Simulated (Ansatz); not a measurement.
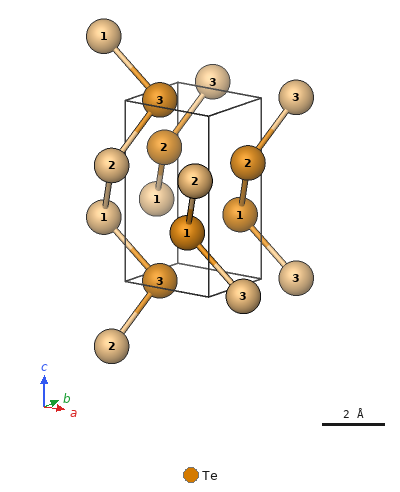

The structure as given in the input (ball-and-stick view of the cell of the calculation, seen slightly off an axis; neighbours outside the cell are drawn fainter; atoms are numbered from 1 in the order of the input). An atom can appear more than once, as a periodic image.

**Field-gradient calculation, with input and output: Te**

- system: Te (P3₁21, 3 atoms in the cell)
- method: DFT, LDA, all-electron PAW with datasets made for the crystal, scalar-relativistic, no spin polarisation (Ansatz 0.2.0)

The structure derives from an entry of the Crystallography Open Database. It belongs to a series of runs on one base structure; here: volume scaled by 1.01, crystal datasets. Figures and captions count atoms from 1; the log counts them from 0 in places.

### The input
```yaml
crystal:
  lattice:
    - [4.4728101969, 0.0, 0.0]
    - [-2.2364050985, 3.8735672569, 0.0]
    - [0.0, 0.0, 5.94468453]
  atoms:
    - { symbol: Te, position: [0.745, 0.0, 0.3333333333] }
    - { symbol: Te, position: [0.0, 0.745, 0.6666666667] }
    - { symbol: Te, position: [0.255, 0.255, 0.0] }
kpoints:
  mp_grid: { grid: [9, 9, 6] }
scf:
  occupations: { method: fermi_dirac, width: 0.08 }
hamiltonian:
  xc: lda
  pseudopotentials: { kind: all_electron, datasets: crystal }
output:
  forces: true
  stress: true
  eigenvalues: true
  efg: { contact_densities: true }
```

Hardware: 1 thread of Arm Neoverse V2, 24 GiB of memory available, shared host.

Launched with:
```bash
ansatz run input.yaml --threads 1 --pin off --max-ram 6144MiB --backend cpu --events-out ev --progress --plain --runs-dir out
```

### The program's output
```
hamiltonian.pseudopotentials.datasets: crystal makes datasets for this crystal and solves the spheres of its atoms anew in each pass: cutoff 140.0 eV, the density's 700.0 eV; recipe 52c0b69a8dcf.33, for an error of 0.50 meV an atom under PBE, 1.5 meV for the cell; an energy difference from a run of another recipe may be off by several times the error for the cell, under r2SCAN by more, where some 0.1 meV an atom stays at smaller errors; Te in spheres of 1.376 Å, 6 of its electrons in bands, 10 on its site; only band paths and densities of states list, in semicore columns, the levels of the semicore shells that are solved separately: 4d of Te
Te: output.efg is read without spin–orbit coupling, which moves field gradients at and beside such atoms by some per cent and up to a factor of two; PAW files take it under magnetization.noncollinear and magnetization.spin_orbit
Engine: ansatz 0.2.0, aarch64-unknown-linux-gnu
Pseudopotentials: kind: all_electron
Pseudopotential: Te, paw, valence charge 16, recommended cutoff 140 eV (normal), crystal/all_electron/lda/scalar/gaussian/Te, Koelling and Harmon's equation, gaussian nucleus
Functional definition: SPW92
  exchange = slater_x
  correlation = pw_c
Crystal: 3 atoms, lattice volume = 102.996 Å³
Basis set: ecut = 140 eV, 413 PW (Γ)
Bands: 13, of which v1, the nominal top of the filled ones, is band 9 counted from 1 (8 counted from 0)
Symmetry: 6 space group operations
Space group: P3121 (ITA 152), of the structure as read, at distance tolerance 4.7e-5 Å
k-points: 62 of 486 (time reversal used)
Non-local potential: Te, projectors of the file, l = 0: 1, l = 1: 1
PAW form: soft (Blöchl's): semilocal exchange-correlation on the pseudo side does not see the compensation charge
PAW one-centre angular grid: Te, 110 points (default); XC on its mesh's 1857 points in the sphere
Initial density: superposition of atomic densities (neutral atoms: chi_scale 0, normalization atom)
Initial wavefunctions: pseudopotential atomic-orbital guess
Functional: x = slater, c = lda
iter 1 solved again at ethr=1.07e-3 eV; its pass at ethr=1.00e-1 eV (dr2=1.92e-1 eV) is discarded
SCF iter   1: F=—  HF=-554195.298732 eV  |F-HF|=—  |Δ(HF+E_count)|=         —  Δρ=1.57e-2  dr2=1.90e-1  ethr=1.07e-3  ⟨swp⟩=5.4  Hψ=5693  notcnv=0
preconditioner: auto → Kerker (q_TF=auto, 2.040 Å⁻¹)  [metal: Δε(μ)=0.196 eV  Ē_g=8.100 eV  σ=0.080 eV  W_gap=0.48  n_scr=20 (ndim 8)  ℏωp=15.5 eV  f_vac=0.000  D(μ)=0.07/eV (n_scr^D=0)]
SCF iter   2: F=—  HF=-554195.240874 eV  |F-HF|=—  |Δ(HF+E_count)|=   5.79e-2  Δρ=8.67e-3  dr2=5.96e-2  ethr=1.06e-3  ⟨swp⟩=2.0  Hψ=1452  notcnv=0  defer=3
preconditioner: auto → Resta (q_TF=auto, 2.040 Å⁻¹)  ε∞=4.7  [insulator: Δε(μ)=0.525 eV  Ē_g=8.089 eV  σ=0.080 eV  W_gap=0.51  n_scr=20 (ndim 8)  ℏωp=15.5 eV  f_vac=0.000  D(μ)=0.08/eV (n_scr^D=0)  ε∞_Penn≈4.7]
iter 3 solved again at ethr=5.52e-6 eV; its pass at ethr=3.31e-4 eV (dr2=9.94e-4 eV) is discarded
SCF iter   3: F=—  HF=-554195.221302 eV  |F-HF|=—  |Δ(HF+E_count)|=   1.96e-2  Δρ=1.09e-3  dr2=1.01e-3  ethr=5.52e-6  ⟨swp⟩=2.9  Hψ=3922  notcnv=0  defer=1
SCF iter   4: F=—  HF=-554195.221293 eV  |F-HF|=—  |Δ(HF+E_count)|=   9.64e-6  Δρ=4.10e-4  dr2=1.56e-4  ethr=5.52e-6  ⟨swp⟩=2.0  Hψ=1398  notcnv=0  defer=1
SCF iter   5: F=—  HF=-554195.221332 eV  |F-HF|=—  |Δ(HF+E_count)|=   3.94e-5  Δρ=1.69e-4  dr2=3.13e-5  ethr=8.67e-7  ⟨swp⟩=2.0  Hψ=1391  notcnv=0  defer=1
SCF iter   6: F=—  HF=-554195.221317 eV  |F-HF|=—  |Δ(HF+E_count)|=   1.47e-5  Δρ=2.39e-5  dr2=8.81e-7  ethr=1.74e-7  ⟨swp⟩=2.0  Hψ=1393  notcnv=0
SCF iter   7: F=-554195.221318 eV  HF=-554195.221318 eV  |F-HF|=1.36e-8  |Δ(HF+E_count)|=   4.34e-7  Δρ=5.54e-6  dr2=4.21e-8  ethr=4.89e-9  ⟨swp⟩=3.3  Hψ=1732  notcnv=0
SCF 1 converged in 7 iterations: F = -554195.221309 eV  dr2 = 4.21e-8
  Residual-converged pass: ⟨swp⟩=4.0  Hψ=2116  notcnv=0  max |occ|·‖R‖ = 6.4e-6 eV (tolerance 6.5e-6 eV)  dr2=4.35e-8  dr2_onsite=2.57e-8  max |Δocc| = 4.7e-8
  greatest PAW one-centre occupation: 0.833 electrons in one spin orbital (limit 2), on the Te atom at site 2 (counted from 0), in its partial waves of l = 0
SCF converged after 7 iterations
Free energy (F): -554195.221309 eV
Harris-Foulkes:  -554195.221309 eV  (|F-HF|=1.36e-8)
Internal energy: -554195.219053 eV  (E = F + TS)
E sigma→0 (E₀):  -554195.220181 eV
Entropy (-TS):   -0.002256 eV (-0.752 meV/atom)
Past the cutoff: the bands carry plane waves up to 1.75 times it, of which those up to 1.5 times it add -0.000704 eV an atom, each by itself; the spheres take 0.000129 eV an atom off the energy for waves past 1.75 times it
By the cutoff:   a pressure is off by up to 0.005 GPa (1.2 times the spheres' own share and the shells' term, over an atom's volume, and 0.004 GPa: a bound that held against runs at twice the plane waves)
Past the cutoffs: a stress includes 0.0009 GPa for waves and charges beyond them, in addition to the slope of what the spheres take
In the spheres:  the bands' charges fall short by 5.4e-7 e at most (sound up to 1e-3), those of shells solved beside the bands by 2.7e-7 e (sound up to 5e-4)
Fermi energy:    10.351862 eV
--- Per-component energies (eV) ---
  E_band       = 82.496969
  E_kinetic    = 233.159687
  E_local      = -4414.945327  (includes V_loc(G=0)·N_el)
  E_nonlocal   = 18.993478
  E_hartree    = 2059.427437
  E_xc         = -264.967986
  E_vxc        = -306.501517  (∫ρ·V_xc dr)
  E_paw        = -561457.899912  (= ΣΔE_a)
  E_vpaw       = -13953.457358  (= ΣTr[D̂ρ^β])
  E_ewald      = -4755.386824
  E_smearing   = -0.002256  (= −TS)
  E_closure    = 14386.400394  (closes the sum)
  Σ components = -554195.221309   (vs F -554195.221309, Δ=0.00e0)
  The terms above E_closure are by the made datasets' own strengths, without shells solved beside the bands.
--- Forces (eV/Å), atoms counted from 1 ---
  atom   1  Te    -0.41263435    -0.00000000    -0.00000000
  atom   2  Te     0.20631717    -0.35735183    -0.00000000
  atom   3  Te     0.20631717     0.35735183     0.00000000
  max |Σ_I F_I| component: 8.33e-17 eV/Å
--- Stress (GPa, compression-positive) ---
       -0.892514       0.000000       0.000000
        0.000000      -0.892514      -0.000000
        0.000000      -0.000000      -0.587203
  P = ⅓ Tr σ = -0.7907 GPa (-7.907 kbar)
  It holds what live shells' own plane waves past their cutoff add
--- PAW observables at the nuclei: V_zz in 10²¹ V/m², potentials from the cell's mean, atoms counted from 1 ---
  atom   1  Te V_zz =   -58.549805   η = 0.3579   by run symmetry: allowed
            electrostatic potential = -8642.565341 V   contact ρ = 1462810.947276 e/Å³
  atom   2  Te V_zz =   -58.549805   η = 0.3579   by run symmetry: allowed
            electrostatic potential = -8642.565341 V   contact ρ = 1462810.947266 e/Å³
  atom   3  Te V_zz =   -58.549805   η = 0.3579   by run symmetry: allowed
            electrostatic potential = -8642.565341 V   contact ρ = 1462810.947266 e/Å³
--- Band table (eV; the first three rows and the last of 62) ---
  k-point 0: bands = ["-3.4773", "-0.1501", "-0.1501", "7.1678", "7.3710", "7.3710", "8.6305", "8.6305", "9.6460", "11.2919", "11.2919", "11.9756", "15.1652"]
  k-point 1: bands = ["-3.3762", "-1.0852", "0.8131", "6.8861", "7.2318", "7.6738", "8.6644", "8.7243", "9.5921", "11.1497", "11.1578", "11.7210", "14.9406"]
  k-point 2: bands = ["-3.0754", "-1.9104", "1.6354", "6.3569", "7.4021", "7.7385", "8.8568", "8.8673", "9.4268", "10.9397", "10.9442", "11.2573", "14.5277"]
  k-point 61: bands = ["-1.7720", "-1.7720", "0.3408", "5.0497", "5.3525", "5.3525", "9.0993", "10.2154", "10.2154", "10.3266", "11.8405", "11.8405", "16.0377"]
  guard bands above this table: 0 of the run's 13 bands, where the rule asks 2: the bands that hold charge and the lowest empty level above them stay in the table. A level can be missing at the table's top as with no guard band: raise scf.n_extra_bands
```

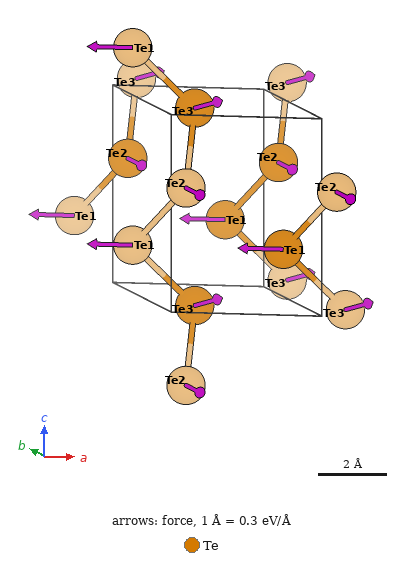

Forces on the atoms as pink arrows (ball-and-stick view of the cell of the calculation, seen slightly off an axis; neighbours outside the cell are drawn fainter; atoms are numbered from 1 in the order of the input). The largest act on all 3 Te atoms (0.41 eV/Å). The geometry is not a stationary point of this energy.

### Key numbers

```csv
quantity,value
outcome,converged
space group (tolerance 0.01 Å),P3₁21 (152)
electrons in bands (core shells apart),18
free energy,−554195.2213 eV
Fermi energy,10.352 eV
pressure,−0.79 GPa
field gradient V_zz (10²¹ V/m²),"Te −58.55, Te −58.55, Te −58.55"
largest force (length of the vector),0.413 eV/Å
wall time,10 s
peak memory,0.53 GiB
```

### Remarks

Warnings of the run: the field gradients leave out spin–orbit coupling.
